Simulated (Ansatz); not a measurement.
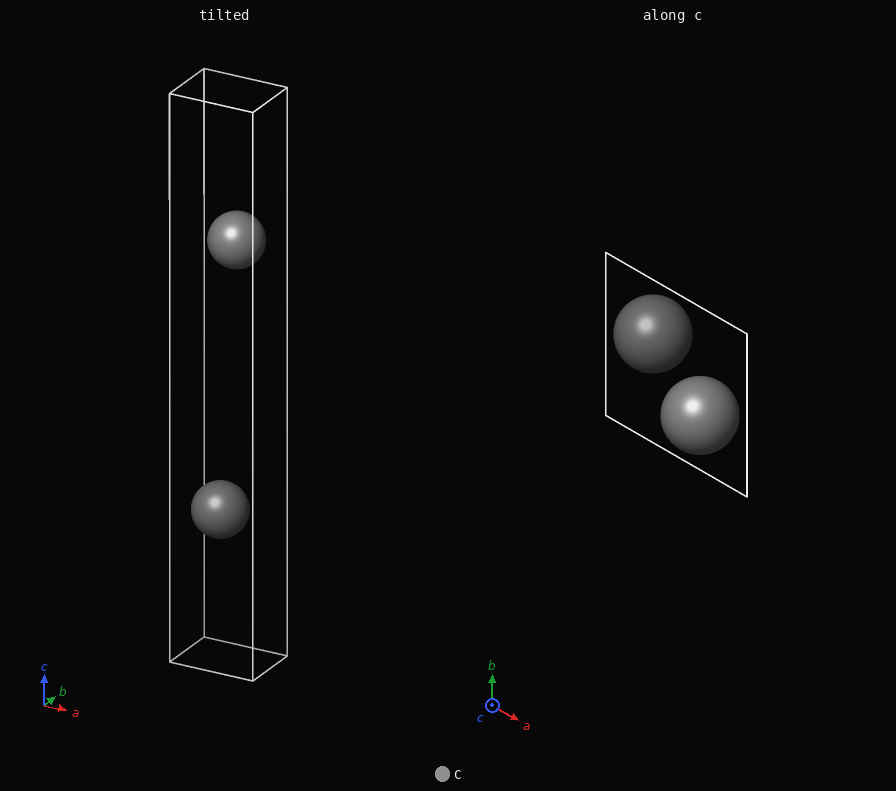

Structure drawing (ball-and-stick), viewed slightly off an axis and along the c axis. The conventional unit cell is drawn as a box.

Bonding distances used: C–C up to 1.76 Å (cut-off distances).

Q: What is the cell content?

A: 2 (carbon), counting shared atoms by their share.

Q: Identify the Bravais lattice.

A: Primitive hexagonal.

Q: Give the space group.

A: P6_3/mmc (No. 194), with C on 2c.

Origin of the cell: a textbook structure type filled with this element (whether it is the usual form wasn't checked). What is shown is the relaxed result from DFT PBE, scalar-relativistic, plane waves, PAW in Ansatz.
